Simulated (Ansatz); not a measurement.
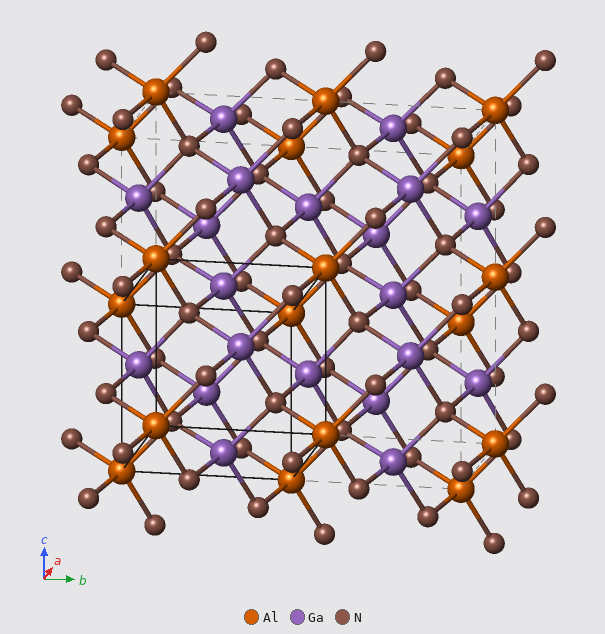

This ball-and-stick model is shown from a general direction. 1×2×2 cells are drawn; the solid outline is the conventional unit cell. Some atoms of the next cells are drawn as well. Cell: a = 4.468 Å, b = 4.468 Å, c = 4.468 Å, α = 90.00°, β = 90.00°, γ = 90.00°.

Formula: AlGa3N4. It belongs to space group P-43m (No. 215) and has a primitive cubic lattice. With Z = 1, the cell contains 1 Al, 3 Ga, 4 N. Each Al atom is coordinated by four N in a tetrahedral arrangement at about 1.9 Å. The Ga atoms are each bonded to four N in a tetrahedral arrangement at about 1.9 Å. Each N has three Ga and one Al in a tetrahedral arrangement (about 1.9 Å to Ga, 1.9 Å to Al). The bonds build a three-dimensional framework.

Provenance: a structure listed in the Materials Project. Earlier steps of the study, as a rule a relaxation of our own, may have changed the cell and positions, so they can lie some per cent off the listed ones. An electronic-structure calculation with Ansatz was run on it.
